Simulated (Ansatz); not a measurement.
```
Sn O
1.0
    -4.82719   -4.82719    0.00000
     4.82719   -4.82719    0.00000
     0.00000    4.82719    6.47630
Sn O
8 17
Direct
  0.11278 0.60464 0.24494
  0.35508 0.87715 0.74422
  0.61275 0.11973 0.24499
  0.87062 0.37787 0.74570
  0.97408 0.00341 0.97870
  0.25156 0.26981 0.51124
  0.49339 0.49406 0.99926
  0.73217 0.73968 0.49059
  0.11258 0.30248 0.24490
  0.36770 0.57715 0.75987
  0.61275 0.81386 0.24493
  0.85756 0.06218 0.73001
  0.23502 0.94731 0.31691
  0.35541 0.18309 0.74791
  0.61298 0.42561 0.24491
  0.87040 0.68017 0.74199
  0.18420 0.49429 0.99979
  0.43262 0.71684 0.50071
  0.66906 0.00948 0.98727
  0.93691 0.24771 0.49299
  0.79285 0.46138 0.98906
  0.04146 0.73969 0.49014
  0.28873 0.99988 0.99690
  0.55668 0.26761 0.50275
  0.99125 0.87483 0.17308
```

All numbers below come from DFT PBE, scalar-relativistic, plane waves, PAW in Ansatz 0.2.0.

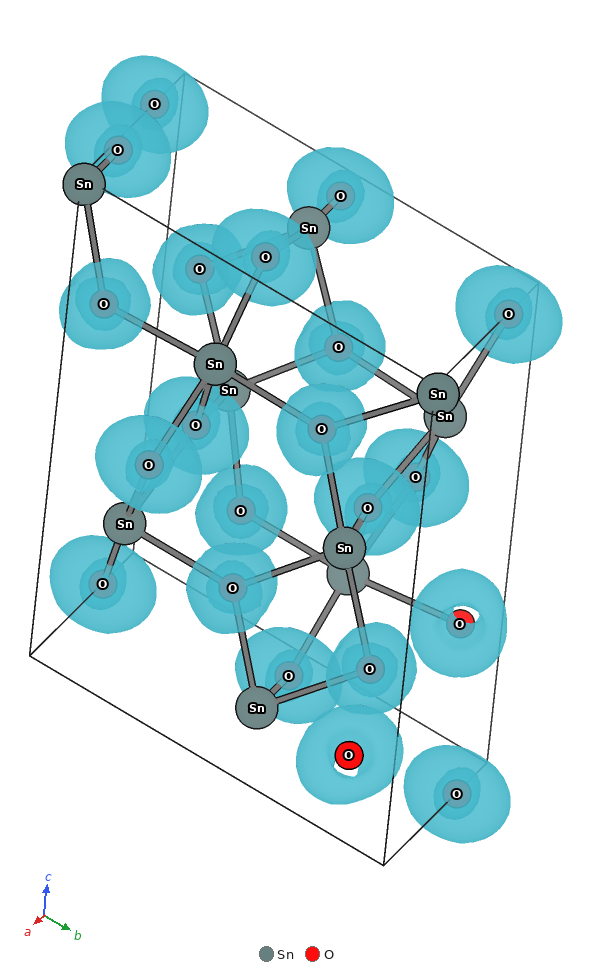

Sn8O17 (cell with a defect). Isosurface of the ELF at 0.75 (cyan), seen slightly off an axis. Only the valence region is drawn (cores and ρ < 0.01 e/Å³ removed). Sticks mark near contacts.

In a PAW calculation such maps are meaningful between the atoms, not at the nuclei.

Question: What do the ELF domains correspond to?

Answer: At this value the surface marks out 17 regions wrapped around O (the valence shell of each), counted in one cell of 25 atoms. Regions shared between cells count once. Profiles from the grid: O–O (1.50 Å): the ELF peaks at about 0.65 between the atoms. Sn–O (2.04 Å): the ELF peaks at about 0.80 in the valence shell of O, 0.6 Å from its nucleus, and is about 0.25 at the midpoint (no localised pair shows between them).
